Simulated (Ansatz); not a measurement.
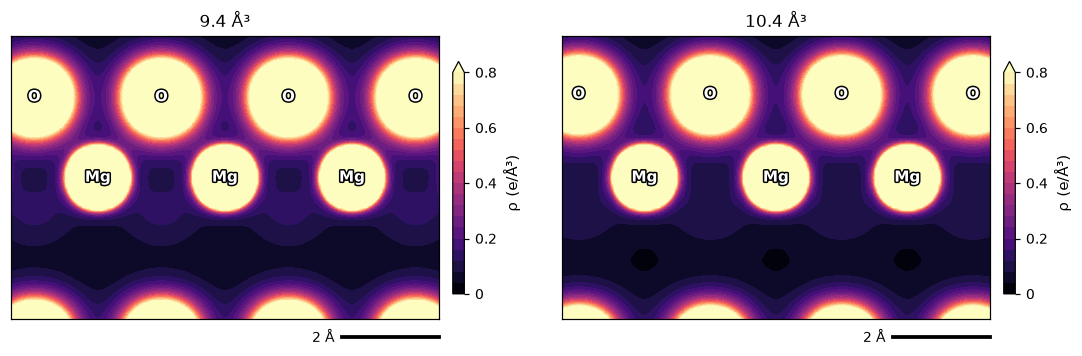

MgO. The valence pseudo-density of cells scaled evenly to different volumes (given per atom above each panel), on the (110) plane of each (indices in the axes of the cell below), at one length scale and on one colour scale.

A structure from a database of computed crystals, not necessarily the ambient phase.

These are results of Kohn-Sham DFT of a periodic cell, HSE06, Ansatz PAW in Ansatz 0.2.0, not measurements.

The largest cell:

```yaml
crystal:
  lattice:
    - [2.97668, 0.00000, 0.00000]
    - [-1.48834, 2.57788, 0.00000]
    - [0.00000, 0.00000, 2.71494]
  atoms:
    - { symbol: Mg, position: [0.00000, 0.00000, 0.00000] }
    - { symbol: O, position: [0.33333, 0.66667, 0.50000] }
```

| volume (Å³/atom) | Mg–O contact in the plane (Å) | ρ at its midpoint (e/Å³) | pressure (GPa) | gap on the mesh (eV) | 
| --- | --- | --- | --- | --- |
| 9.42 | 2.117 | 0.339 | 3.6 | 5.13 | 
| 10.02 | 2.162 | ? | ? | ? | 
| 10.42 | 2.190 | 0.292 | −10.5 | 4.27 | 

**What values belong in the row with question marks?**

Over the known rows ln ρ falls by 2.04 per Å of Mg–O distance (the line through the two), which gives 0.309 e/Å³ at 2.162 Å; the calculation gives 0.310 e/Å³. For the pressure, a straight line in volume between the neighbouring rows gives −4.9 GPa; the calculation gives −5.7, lower because pressure rises ever faster on compression. For the gap on the mesh, a straight line in volume between the neighbouring rows gives 4.61 eV; the calculation gives 4.60.
